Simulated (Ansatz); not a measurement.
**Run report: Ga15As17 (charge +1), geometry relaxation (part 4 of 4)**

Continued. System: Ga15As17 (defect cell, 32 atoms in the cell, total charge +1). Method: DFT LDA, scalar-relativistic, plane waves, PAW, spin-polarised (Ansatz 0.2.0); cutoff 420 eV, 3×3×3 k-mesh, Gaussian smearing of 0.02 eV, collinear spins. The structure derives from a Materials Project entry. It belongs to a series of runs on one base structure; here: As on a Ga site (a), charge +1, atoms relaxed at the host's cell.

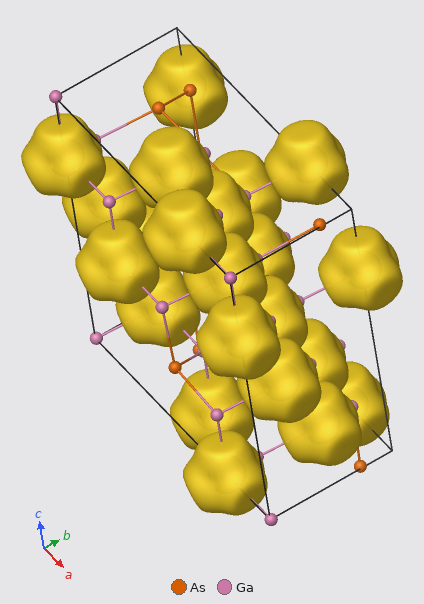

Figure 1. Isosurface of the electron localisation function at 0.55 (yellow), seen slightly off an axis. Only the valence region is drawn (cores and ρ < 0.01 e/Å³ removed). Sticks mark near contacts. The outline is the calculation cell. Along the contacts the grid gives the following. As–As (2.51 Å): the ELF peaks at about 0.70 between the atoms.

**Key numbers**

- outcome: converged
- electrons treated: 449
- free energy: −136774.1687 eV
- Fermi energy: 8.710 eV
- gap on the k-point mesh: none (metallic)
- net moment of the cell: 0.00 μB
- integrated absolute moment: 0.00 μB
- final volume: 703.74 Å³
- largest force (length of the vector) at the end: 0.005 eV/Å
- wall time: 26 min (CPU time 1.6 h)
- peak memory: 5.7 GiB

**Notes**

The program warns: some starting moments were not kept.
